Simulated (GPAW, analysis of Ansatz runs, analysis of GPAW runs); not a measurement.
# Cr on the Ga site in GaP: charge-transition level, PBEsol (GPAW), part 5 of 6

Subject: Cr on the Ga site in GaP. Wanted: its charge-transition level, in one set-up (PBEsol, plane waves 500 eV, 32-site cell, PBEsol lattice, k: the single point 1/4 1/4 1/4 then 2x2x2 shifted, dielectric constants 9.1 and 11.1 (handbook)). The model is a cell of 32 host atoms with 1 Ga taken out and 1 Cr put in. The level is the Fermi energy at which two charge states have equal formation energy, after a correction for the images of the charge. A local or semilocal functional is the cheapest first rung.

GPAW 26.7.0; PBEsol, plane waves 500 eV, 32-site cell, PBEsol lattice, k: the single point 1/4 1/4 1/4 then 2x2x2 shifted, dielectric constants 9.1 and 11.1 (handbook).

So far: The structure; Relaxation, charge +1; Single point, charge +1; Relaxation, charge 0; Single point, charge 0.

**6. Relaxation, charge −1**

Level of this step: GPAW plane-wave PAW DFT, PBEsol; relaxation of all atoms of a defect supercell (GPAW).

run.py reads:

```python
import numpy as np
from ase.io import read, write
from ase.parallel import parprint, world
from gpaw import GPAW, PW
from gpaw import setup_paths
from ase.optimize import BFGS

setup_paths.insert(0, '.')
atoms = read('POSCAR')
magmoms = np.zeros(len(atoms))
magmoms[[6]] = 4 / 1
atoms.set_initial_magnetic_moments(magmoms)
calc = GPAW(mode=PW(500),
            xc='PBEsol',
            kpts=[[0.25, 0.25, 0.25]],
            charge=-1,
            occupations={'name': 'fermi-dirac', 'width': 0.01, 'fixmagmom': True},
            nbands=76,
            convergence={'density': 1e-05, 'forces': 0.001},
            maxiter=150,
            symmetry='off',
            txt='gpaw.txt')
atoms.calc = calc
opt = BFGS(atoms, trajectory='relax.traj', logfile='-')
done = opt.run(fmax=0.02, steps=80)
parprint('Converged:', done)
energy = atoms.get_potential_energy()
forces = atoms.get_forces()
parprint(f'Energy: {energy:.6f} eV, largest force {np.linalg.norm(forces, axis=1).max():.4f} eV/A')
calc.write('gs.gpw')
write('final.xyz', atoms)
parprint('Moments:', atoms.get_magnetic_moments().round(3))
for s in range(calc.get_number_of_spins()):
    parprint('Levels (eV), spin', s, calc.get_eigenvalues(kpt=0, spin=s)[-16:].round(3))
```

POSCAR reads:

```
Ga Cr Ga P 
 1.0000000000000000
    -5.4810105820480155    5.4810105820480164   -5.4810105820480164
     5.4810105820480164    5.4810105820480164    5.4810105820480164
     5.4810105820480164   -5.4810105820480182   -5.4810105820480173
 Ga  Cr  Ga  P  
   6   1   9  16
Direct
 -0.0042520958956560  0.0009378446720697 -0.0038142689099134
 -0.0021723781377062  0.2541715213010817  0.7505205774461297
[... 3 atom lines left out ...]
  0.2558501459031435  0.2552159313724335  0.5031803908329608
  0.2540771936427594  0.4978906406511994  0.2518235379405976
  0.2526753113385893  0.7529576624487292  0.0064202430382977
  0.5017389475241842 -0.0016686347907905  0.5044952659930726
[... 1 atom line left out ...]
  0.4984552549823947  0.5033917785232755  0.0038921288620664
[... 2 atom lines left out ...]
  0.7544732495025496  0.2503626624057430  0.0049702306003868
[... 1 atom line left out ...]
  0.7486401581947785  0.7438821942742114  0.4979782759060307
[... 2 atom lines left out ...]
 -0.0056050569948060  0.4998653868693921  0.2474026143318283
[... 2 atom lines left out ...]
  0.2533314757739891  0.2471898886196644  0.2485822620288617
  0.2436658691920005  0.4970162602904565 -0.0040868122524678
[... 4 atom lines left out ...]
  0.5012121214605768  0.7554754021345762  0.4998450702853542
[... 3 atom lines left out ...]
  0.7532604993792119  0.7503085672334836  0.2468193984480606
```

Run with:

```bash
> gpaw-setup -f PBEsol Cr Ga P
> OMP_NUM_THREADS=1 mpirun -n 4 gpaw python run.py > stdout
```

The program printed:

```text
__  _  _
 | _ |_)|_||  |
 |__||  | ||/\| - 26.7.0

Input parameters:
  mode=PW(ecut=500.0),
  charge=-1,
  convergence={'density': 1e-05, 'forces': 0.001},
  kpts=KPoints(kpts=array([[0.25, 0.25, 0.25]])),
  maxiter=150,
  nbands=76,
  occupations=Occupations(name='fermi-dirac', width=0.01, fixmagmom=True),
  symmetry=Symmetry(point_group=False, time_reversal=False),
  xc=XC(name='PBEsol')

Diagonalizing LCAO Hamiltonian
Converting LCAO to pw mode

                                P
                              Ga

                                   Ga
                       Ga P
                           P   P
                            Cr
                   P            P
                Ga  Ga        Ga Ga   P
                     Ga P          Ga
            P             P  P
                           Ga
                 P             P
               Ga     P     Ga  Ga
                    Ga
                        P  P
                         Ga

Atoms  # Å, Bohr magnetons
|    | symbol |         x |         y |         z |    initial magnetic moments |
|----|--------|-----------|-----------|-----------|-----------------------------|
|  0 |     Ga |  0.007540 |  0.002741 |  0.049352 | ( 0.0000,  0.0000,  0.0000) |
|  1 |     Ga |  5.518635 | -2.732401 | -2.708588 | ( 0.0000,  0.0000,  0.0000) |
|  2 |     Ga |  5.522667 | -0.016093 | -0.022489 | ( 0.0000,  0.0000,  0.0000) |
|  3 |     Ga |  5.484135 |  2.718899 |  2.785487 | ( 0.0000,  0.0000,  0.0000) |
|  4 |     Ga |  2.768097 | -2.766611 | -5.448495 | ( 0.0000,  0.0000,  0.0000) |
|  5 |     Ga |  2.754461 |  0.043222 | -2.761413 | ( 0.0000,  0.0000,  0.0000) |
|  6 |     Cr |  2.716592 |  2.741296 | -0.043903 | ( 0.0000,  0.0000,  4.0000) |
|  7 |     Ga |  2.777242 |  5.476696 |  2.706863 | ( 0.0000,  0.0000,  0.0000) |
|  8 |     Ga |  0.005962 | -0.024253 | -5.524326 | ( 0.0000,  0.0000,  0.0000) |
|  9 |     Ga | -0.047984 |  2.726457 | -2.740935 | ( 0.0000,  0.0000,  0.0000) |
| 10 |     Ga |  0.048390 |  5.469801 |  0.005724 | ( 0.0000,  0.0000,  0.0000) |
| 11 |     Ga |  5.498986 |  2.711610 | -2.777138 | ( 0.0000,  0.0000,  0.0000) |
| 12 |     Ga | -2.760858 |  2.785855 | -5.475609 | ( 0.0000,  0.0000,  0.0000) |
| 13 |     Ga | -2.735794 |  5.480274 | -2.790277 | ( 0.0000,  0.0000,  0.0000) |
| 14 |     Ga |  2.718936 |  2.774537 | -5.451403 | ( 0.0000,  0.0000,  0.0000) |
| 15 |     Ga |  2.703346 |  5.451107 | -2.755503 | ( 0.0000,  0.0000,  0.0000) |
| 16 |      P |  4.086159 | -4.120962 | -4.153075 | ( 0.0000,  0.0000,  0.0000) |
| 17 |      P |  4.104493 | -1.414112 | -1.393428 | ( 0.0000,  0.0000,  0.0000) |
| 18 |      P |  4.126505 |  1.353030 |  1.414473 | ( 0.0000,  0.0000,  0.0000) |
| 19 |      P |  4.060891 |  4.109103 |  4.107516 | ( 0.0000,  0.0000,  0.0000) |
| 20 |      P |  1.335337 | -1.405973 | -4.108521 | ( 0.0000,  0.0000,  0.0000) |
| 21 |      P |  1.328820 |  1.380881 | -1.396144 | ( 0.0000,  0.0000,  0.0000) |
| 22 |      P |  1.366216 |  4.082086 |  1.411016 | ( 0.0000,  0.0000,  0.0000) |
| 23 |      P |  6.861592 |  1.351592 | -1.325030 | ( 0.0000,  0.0000,  0.0000) |
| 24 |      P | -1.370100 |  1.355885 | -4.062867 | ( 0.0000,  0.0000,  0.0000) |
| 25 |      P | -1.392024 |  4.150803 | -1.349699 | ( 0.0000,  0.0000,  0.0000) |
| 26 |      P |  4.123969 |  1.386673 | -4.156099 | ( 0.0000,  0.0000,  0.0000) |
| 27 |      P |  4.133276 |  4.148261 | -1.346036 | ( 0.0000,  0.0000,  0.0000) |
| 28 |      P | -4.135755 |  4.108348 | -4.153994 | ( 0.0000,  0.0000,  0.0000) |
| 29 |      P |  1.326662 |  1.380183 | -6.873652 | ( 0.0000,  0.0000,  0.0000) |
| 30 |      P |  1.392589 |  4.098235 | -4.153703 | ( 0.0000,  0.0000,  0.0000) |
| 31 |      P |  1.336640 |  6.888258 | -1.368999 | ( 0.0000,  0.0000,  0.0000) |

Unit cell  # Å
| periodic |         x |         y |         z |  lengths |     angles |
|----------|-----------|-----------|-----------|----------|------------|
|      yes | -5.481011 |  5.481011 | -5.481011 | 9.493389 | 109.471221 |
|      yes |  5.481011 |  5.481011 |  5.481011 | 9.493389 | 109.471221 |
|      yes |  5.481011 | -5.481011 | -5.481011 | 9.493389 | 109.471221 |

Number of symmetries: 1
Symmetry operations  # r_c * U_cc + t_c -> r_c
|   | kind |            matrix            |
|---|------|------------------------------|
| 0 |  E   |  1, 0, 0,  0, 1, 0,  0, 0, 1 |

BZ-sampling:
  Number of BZ points: 1
  Number of IBZ points: 1

K-points  # in reciprocal-cell coordinates
|   |                                coordinates |     weight |
|---|--------------------------------------------|------------|
| 0 | (  0.25000000,   0.25000000,   0.25000000) | 1.00000000 |

Plane wave coefficients: 16776
Cutoff: 500.0 eV

Spin-components: 2 (collinear spins)
Bands:           76
Projectors:      161
Spin-degeneracy: 1
Datatype:        complex128

Density:
  Valence electrons: 131.0
  Components: 2
  Grid points: [49 49 49]
  Charge: -1.0  # |e|

Potential:
  Grid points: [49 49 49]

species:
  Ga:
    name:    Gallium
    Z:       31.0
    valence: 3
    core:    28
    charge:  0.0  # [|e|]
    compensation charges:
      type: gauss
      rc: 0.37  # [Å]
      lmax: 2
    cutoffs:
      filter: 2.06  # [Å]
      core: 4.17  # [Å]
    projectors
    | kind |    occ | energy [eV] | rcut [Å] |
    |------|--------|-------------|----------|
    |   4s |  2.000 |      -8.959 |    1.164 |
    |   4p |  1.000 |      -2.572 |    1.164 |
    |    s |        |      18.252 |    1.164 |
    |    p |        |      24.640 |    1.164 |
    |    d |        |       0.000 |    1.164 |

    Using partial waves for Ga as LCAO basis

  Cr:
    name:    Chromium
    Z:       24.0
    valence: 6
    core:    18
    charge:  0.0  # [|e|]
    compensation charges:
      type: gauss
      rc: 0.35  # [Å]
      lmax: 2
    cutoffs:
      filter: 2.14  # [Å]
      core: 3.04  # [Å]
    projectors
    | kind |    occ | energy [eV] | rcut [Å] |
    |------|--------|-------------|----------|
    |   4s |  1.000 |      -4.015 |    1.164 |
    |   4p |  0.000 |      -0.955 |    1.217 |
    |   3d |  5.000 |      -2.928 |    1.111 |
    |    s |        |      23.196 |    1.164 |
    |    p |        |      26.257 |    1.217 |
    |    d |        |      24.283 |    1.111 |

    Using partial waves for Cr as LCAO basis

  P:
    name:    Phosphorus
    Z:       15.0
    valence: 5
    core:    10
    charge:  0.0  # [|e|]
    compensation charges:
      type: gauss
      rc: 0.30  # [Å]
      lmax: 2
    cutoffs:
      filter: 1.69  # [Å]
      core: 1.81  # [Å]
    projectors
[...]
|iter:   1| | -154.966269c| -4.91 |       |      |  +4.0002|
[...]
|iter:   4| | -154.966223c| -5.81 | -3.90 |      |  +4.0001|
|iter:   5| | -154.966217c| -6.16 | -4.03 |      |  +4.0001|
|iter:   6| | -154.966217c| -6.86 | -4.25 |      |  +4.0000|
|iter:   7| | -154.966217c| -7.75c| -4.61 |      |  +4.0000|
|iter:   8| | -154.966217c| -7.91c| -4.97 |      |  +4.0000|
|iter:   9| | -154.966217c| -8.05c| -5.37c|-1.79 |  +4.0000|
|iter:  10| | -154.966217c| -9.04c| -5.68c|-3.92c|  +4.0000|

Converged in 10 steps
SCF loop duration: 45.715 s (4.571 s/step)
Energy contributions relative to reference atoms: (reference = -969809.922901)

Energy contributions:
  Kinetic:         361.463622
  Coulomb:        -309.368242
  Zero:              0.233384
  External:          0.000000
  Xc:             -207.294979
  Entropy:          -0.000004
  Spinorbit:         0.000000
  ----------------------------
  Free energy:    -154.966219
  Extrapolated:   -154.966217

dipole moment: (-4.864543, 54.166138, 57.237325)  # |e|*Ang

Total magnetic moment: (0.000000, 0.000000, 4.000000)

Local magnetic moments
|        x |        y |         z |
|----------|----------|-----------|
[...]
Fermi levels: 5.649, 4.473
Eigenvalues  # (at kpt = [0.250, 0.250, 0.250])
| band index |      eig [eV] | occ [0-1] |      eig [eV] | occ [0-1] |
|------------|---------------|-----------|---------------|-----------|
[...]
|        ... |               |           |               |           |
[...]
|        ... |               |           |               |           |
[...]
Gap: 0.226 eV
Transition (v -> c):
  (s=0, k=0, n=67, [0.25, 0.25, 0.25]) -> (s=0, k=0, n=68, [0.25, 0.25, 0.25])
No difference between direct/indirect transitions

Forces  # eV/Ang
|        x |        y |        z |
|----------|----------|----------|
[...]
P
                              Ga

                                   Ga
                       Ga P
                           P   P
                            Cr
                   P            P
                Ga  Ga  P     Ga Ga
                     Ga            Ga P
            P             P  P
                          Ga
                 P             P
               Ga     P     Ga  Ga
                    Ga
                        P  P
                         Ga

Atoms  # Å, Bohr magnetons
|    | symbol |         x |         y |         z |    initial magnetic moments |
|----|--------|-----------|-----------|-----------|-----------------------------|
[...]
|  6 |     Cr |  2.737504 |  2.737331 | -0.004893 | ( 0.0000,  0.0000,  2.9028) |
[...]
|  8 |     Ga | -0.018636 | -0.056126 | -5.509865 | ( 0.0000,  0.0000,  0.0119) |
|  9 |     Ga | -0.045111 |  2.716211 | -2.787342 | ( 0.0000,  0.0000,  0.0115) |
| 10 |     Ga |  0.010454 |  5.424900 |  0.023438 | ( 0.0000,  0.0000,  0.0118) |
| 11 |     Ga |  5.521206 |  2.761035 | -2.786517 | ( 0.0000,  0.0000,  0.0115) |
| 12 |     Ga | -2.744620 |  2.737276 | -5.483187 | ( 0.0000,  0.0000,  0.0022) |
| 13 |     Ga | -2.717244 |  5.532559 | -2.757013 | ( 0.0000,  0.0000,  0.0119) |
| 14 |     Ga |  2.737155 |  2.737662 | -5.483704 | ( 0.0000,  0.0000,  0.0023) |
| 15 |     Ga |  2.764537 |  5.425179 | -2.727456 | ( 0.0000,  0.0000,  0.0119) |
[...]
| 24 |      P | -1.404191 |  1.324650 | -4.143281 | ( 0.0000,  0.0000,  0.0110) |
| 25 |      P | -1.383604 |  4.106215 | -1.388340 | ( 0.0000,  0.0000,  0.0023) |
| 26 |      P |  4.121324 |  1.368916 | -4.122870 | ( 0.0000,  0.0000,  0.0023) |
| 27 |      P |  4.126327 |  4.018411 | -1.392062 | ( 0.0000,  0.0000, -0.0196) |
| 28 |      P | -4.083153 |  4.152792 | -4.143694 | ( 0.0000,  0.0000,  0.0110) |
| 29 |      P |  1.352211 |  1.368570 | -6.842764 | ( 0.0000,  0.0000,  0.0024) |
| 30 |      P |  1.353127 |  4.108059 | -4.123172 | ( 0.0000,  0.0000,  0.0023) |
| 31 |      P |  1.396844 |  6.806042 | -1.342958 | ( 0.0000,  0.0000,  0.0110) |

Unit cell  # Å
| periodic |         x |         y |         z |  lengths |     angles |
|----------|-----------|-----------|-----------|----------|------------|
|      yes | -5.481011 |  5.481011 | -5.481011 | 9.493389 | 109.471221 |
|      yes |  5.481011 |  5.481011 |  5.481011 | 9.493389 | 109.471221 |
|      yes |  5.481011 | -5.481011 | -5.481011 | 9.493389 | 109.471221 |

Initialization done in: 2.364 s

convergence criteria:
- Maximum integral of absolute [dens]ity change: 1e-05 electrons / valence electron
- Maximum change in the atomic [forces] across last 2 cycles: 0.001 eV/Ang OR
Maximum error relative to the maximum force is below inf
- Maximum [total energy] change in last 3 cyles: 0.0005 eV / valence electron
- Maximum integral of absolute [eigenst]ate change: 4e-08 eV^2 / valence electron
maximum number of iterations: 150

SCF iterations
|iter     | |      energy | eigst |  dens |force |  magmom |
|---------|-|-------------|-------|-------|------|---------|
|iter:   1| | -154.966367c| -5.25 |       |      |  +4.0000|
|iter:   2| | -154.966355c| -6.59 | -3.59 |      |  +4.0000|
|iter:   3| | -154.966325c| -5.92 | -3.65 |      |  +4.0000|
|iter:   4| | -154.966325c| -6.06 | -4.05 |      |  +4.0000|
|iter:   5| | -154.966322c| -6.41 | -4.20 |      |  +4.0000|
|iter:   6| | -154.966322c| -7.17 | -4.41 |      |  +4.0000|
|iter:   7| | -154.966322c| -7.77c| -4.72 |      |  +4.0000|
|iter:   8| | -154.966322c| -8.34c| -5.07c|-1.89 |  +4.0000|
|iter:   9| | -154.966322c| -8.55c| -5.43c|-3.77c|  +4.0000|

Converged in 9 steps
SCF loop duration: 40.899 s (4.544 s/step)
Energy contributions relative to reference atoms: (reference = -969809.922901)

Energy contributions:
  Kinetic:         361.449229
  Coulomb:        -309.355659
  Zero:              0.233410
  External:          0.000000
  Xc:             -207.293301
  Entropy:          -0.000004
  Spinorbit:         0.000000
  ----------------------------
  Free energy:    -154.966324
  Extrapolated:   -154.966322

dipole moment: (-4.874381, 54.186065, 57.203363)  # |e|*Ang

Total magnetic moment: (0.000000, 0.000000, 4.000000)

Local magnetic moments
|        x |        y |         z |
|----------|----------|-----------|
[...]
Fermi levels: 5.649, 4.473
Eigenvalues  # (at kpt = [0.250, 0.250, 0.250])
| band index |      eig [eV] | occ [0-1] |      eig [eV] | occ [0-1] |
|------------|---------------|-----------|---------------|-----------|
[...]
|        ... |               |           |               |           |
[...]
|         67 |         5.532 |     1.000 |         6.737 |     0.000 |
|         68 |         5.760 |     0.000 |         6.737 |     0.000 |
|         69 |         6.747 |     0.000 |         6.820 |     0.000 |
|         70 |         6.747 |     0.000 |         6.820 |     0.000 |
|         71 |         6.777 |     0.000 |         6.830 |     0.000 |
|         72 |         6.889 |     0.000 |         6.927 |     0.000 |
|         73 |         7.021 |     0.000 |         7.049 |     0.000 |
|        ... |               |           |               |           |
|         75 |         7.031 |     0.000 |         7.051 |     0.000 |

Gap: 0.228 eV
Transition (v -> c):
  (s=0, k=0, n=67, [0.25, 0.25, 0.25]) -> (s=0, k=0, n=68, [0.25, 0.25, 0.25])
No difference between direct/indirect transitions

Forces  # eV/Ang
|        x |        y |        z |
|----------|----------|----------|
[...]
| -0.00095 | -0.00452 |  0.00284 |  # P   24
|  0.00437 |  0.00740 |  0.00174 |  # P   25
|  0.00446 | -0.00156 | -0.00057 |  # P   26
| -0.00037 | -0.00121 |  0.00933 |  # P   27
| -0.00664 | -0.00402 | -0.00407 |  # P   28
| -0.00167 |  0.00439 | -0.00820 |  # P   29
|  0.00226 |  0.00179 | -0.00722 |  # P   30
| -0.00358 | -0.00312 |  0.00057 |  # P   31

# Writing to gs.gpw (mode='')
```

Wall time 23 min (4 MPI ranks of Arm Neoverse N1, shared host); peak memory 1.6 GiB.

The steps of the relaxation:

| step | energy less that of the first step (eV) |
| --- | --- |
| 0 | 0.0000 |
| 1 | -0.2500 |
| 2 | -0.5552 |
| 3 | -0.5678 |
| 4 | -0.6020 |
| 5 | -0.6127 |
| 6 | -0.6211 |
| 7 | -0.6256 |
| 8 | -0.6314 |
| 9 | -0.6350 |
| 10 | -0.6388 |
| 11 | -0.6430 |
| 12 | -0.6471 |
| 13 | -0.6493 |
| 14 | -0.6501 |
| 15 | -0.6505 |
| 16 | -0.6510 |
| 17 | -0.6515 |
| 18 | -0.6518 |
| 19 | -0.6521 |
| 20 | -0.6523 |
| 21 | -0.6524 |

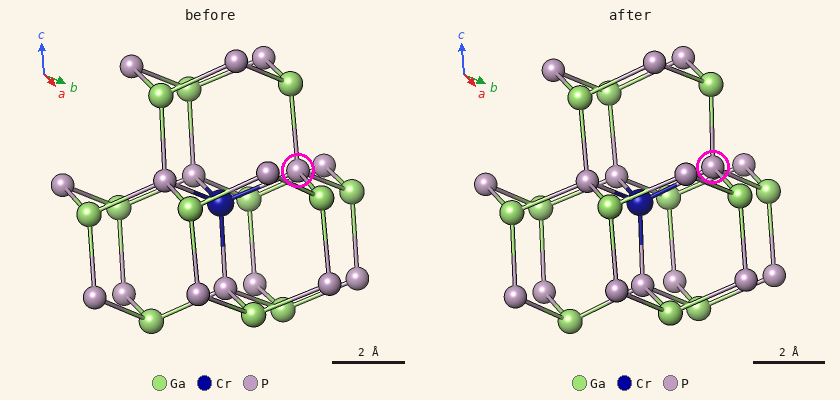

Before and after: the atoms that start within 5 Å of the centre. P28, which moves most, is ringed if it is among them.

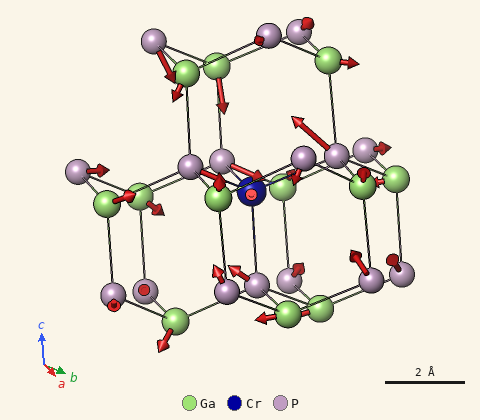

Displacements in the relaxation near the centre, exaggerated; the longest in the cell stands for 0.14 Å.

The atoms that moved most (Å):

| atom | dx | dy | dz | length |
| --- | --- | --- | --- | --- |
| P28 | -0.007 | -0.130 | -0.046 | 0.138 |
| P19 | -0.002 | 0.106 | -0.028 | 0.110 |
| P32 | 0.060 | -0.082 | 0.026 | 0.105 |
| Ga3 | -0.061 | 0.068 | 0.048 | 0.103 |
| P18 | -0.027 | 0.084 | 0.051 | 0.102 |
| Ga1 | 0.003 | 0.050 | -0.078 | 0.093 |
| P25 | -0.034 | -0.031 | -0.080 | 0.093 |
| Ga8 | -0.067 | -0.053 | 0.017 | 0.087 |

The relaxed structure:

```xyz
32
Lattice="-5.4810 5.4810 -5.4810 5.4810 5.4810 5.4810 5.4810 -5.4810 -5.4810" Properties=species:S:1:pos:R:3 pbc="T T T"
Ga    0.0107    0.0526   -0.0291
Ga    5.4353   -2.7209   -2.7012
Ga    5.4616    0.0521    0.0255
Ga    5.5214    2.7169    2.7795
Ga    2.7372   -2.7429   -5.4851
Ga    2.7106    0.0505   -2.7274
Cr    2.7375    2.7373   -0.0049
Ga    2.7103    5.4236    2.7237
Ga   -0.0186   -0.0561   -5.5099
Ga   -0.0451    2.7162   -2.7873
Ga    0.0105    5.4249    0.0234
Ga    5.5212    2.7610   -2.7865
Ga   -2.7446    2.7373   -5.4832
Ga   -2.7172    5.5326   -2.7570
Ga    2.7372    2.7377   -5.4837
Ga    2.7645    5.4252   -2.7275
P     4.0966   -4.1112   -4.0985
P     4.0776   -1.3305   -1.3420
P     4.1242    1.4592    1.3867
P     4.1228    4.1062    4.1186
P     1.3783   -1.3737   -4.1004
P     1.3479    1.4576   -1.3916
P     1.3493    4.0173    1.3839
P     6.8578    1.3689   -1.3878
P    -1.4042    1.3246   -4.1433
P    -1.3836    4.1062   -1.3883
P     4.1213    1.3689   -4.1229
P     4.1263    4.0184   -1.3921
P    -4.0832    4.1528   -4.1437
P     1.3522    1.3686   -6.8428
P     1.3531    4.1081   -4.1232
P     1.3968    6.8060   -1.3430
```

Neighbours of Cr7 at the end:

```
atom  distance (Å)
 P22         2.343
 P19         2.344
 P23         2.344
 P28         2.344
 Ga3         3.825
 Ga6         3.825
Ga16         3.826
 Ga1         3.827
 Ga9         3.827
Ga11         3.829
Ga14         3.829
 Ga8         3.829
```

Numbers from this step:

```yaml
total_moment: 4.000 μB
```

From the first step to the last the energy fell by 0.652 eV, and the largest move was 0.14 Å (P28). Judged within 0.08 Å, the space group went from P1 to I-42m.

(Continued in part 6 of 6.)

[Logs are printed without paths, hosts, clocks, repeated set-up lines and the standing remarks that a program may print on its own settings, such as how far it seeks lower states.]

[Hosts, paths, dates, database ids (printed as entryN), source tags and the programs' standing remarks are cut or masked in the printed files.]

[For some hosts the program warned that the k-mesh of the response run may be too coarse for force constants and the static dielectric constant; such warnings are not shown here.]
